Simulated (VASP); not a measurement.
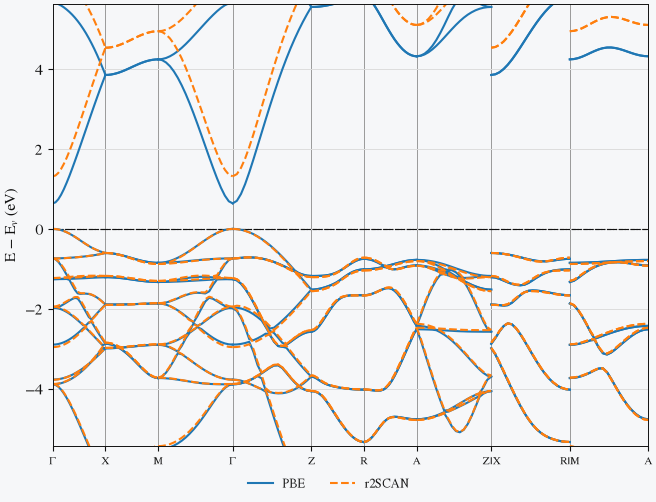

Band structures of rutile-type SnO2, space group P4_2/mnm, 6 atoms in the cell (a = 4.830 Å, c = 3.242 Å (tetragonal axes)), by two methods on the same cell. Each is counted from its own valence-band top.

What changes from one method to the other?

PBE gives a gap of 0.64 eV along the path and r2SCAN gives a gap of 1.32 eV along the path. Over the top 3 filled bands the two differ by 0.02 eV on average.

Settings. PBE: VASP PAW PBE potentials, release 64 (Sn_d, O), no spin polarisation, no spin-orbit coupling, 7×7×10 k mesh, 520 eV cutoff, Gaussian smearing of 0.02 eV (VASP 6.6.1). r2SCAN: VASP PAW PBE potentials, release 64 (Sn_d, O), no spin polarisation, no spin-orbit coupling, 8×8×10 k mesh, 450 eV cutoff, Gaussian smearing of 0.02 eV (VASP 6.6.1).

LDA, GGA and most meta-GGA functionals understate gaps. The cell was derived from a database entry in an earlier step, so it needn't be the measured one. r2SCAN: the PAW data sets were made with another functional.
